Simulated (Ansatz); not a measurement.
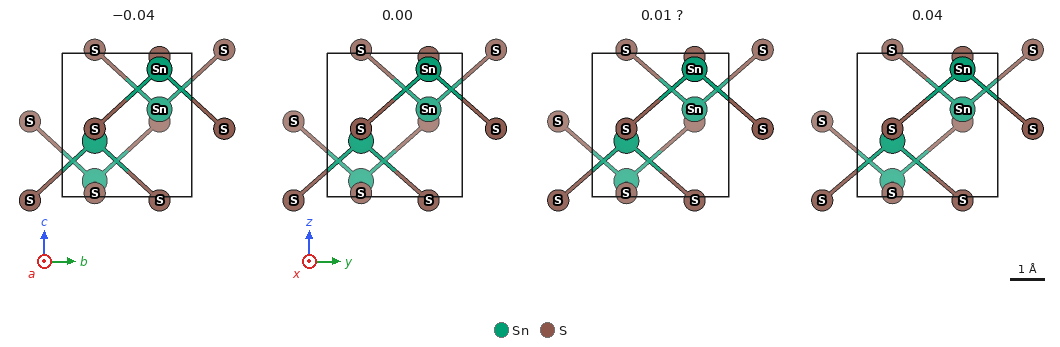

A scan of a crystal of SnS (Pnma): the cell is strained along y alone, with the atoms kept at their fractional coordinates. x, y and z are the Cartesian axes of the input. The picture is a ball-and-stick view of the cell of the calculation, repeated 1 × 1 × 1 with one cell outlined, seen along the a axis.

These are results of DFT PBEsol, scalar-relativistic, plane waves, PAW in Ansatz, not measurements. Set-up: plane-wave cutoff 420 eV; k-point mesh 4 × 8 × 6; occupations gaussian; smearing width 0.05 eV; no spin polarisation. Energies (free energies at the smearing named) are counted from the relaxed crystal.

```
strain  ΔE (meV/atom)
−0.040           13.4
−0.030            7.4
−0.020            3.2
−0.010            0.8
 0.000            0.0
 0.010              ?
 0.020            2.9
 0.030            6.5
 0.035            8.8
 0.040           11.3
```

Question: Estimate the missing energy from the other rows, and compare with the calculation.

Answer: A straight line between the two neighbours gives 1.4 meV/atom. A cubic through the four nearest rows (−0.010, 0.000, 0.020, 0.030) gives, with Lagrange weights, (−0.1667)(0.8) + (0.6667)(0.0) + (0.6667)(2.9) + (−0.1667)(6.5) = 0.7 meV/atom. The calculation gives 0.7 meV/atom, so the cubic is right to the digits shown and the straight line 0.7 meV/atom too high, as the curve bends upwards here.

The whole profile:

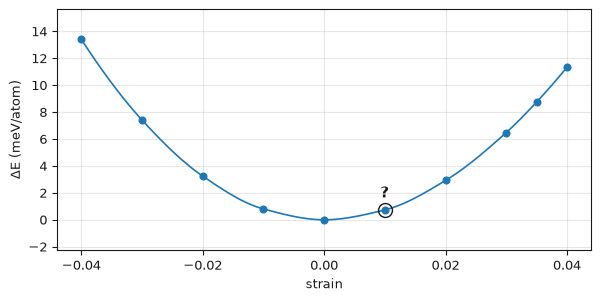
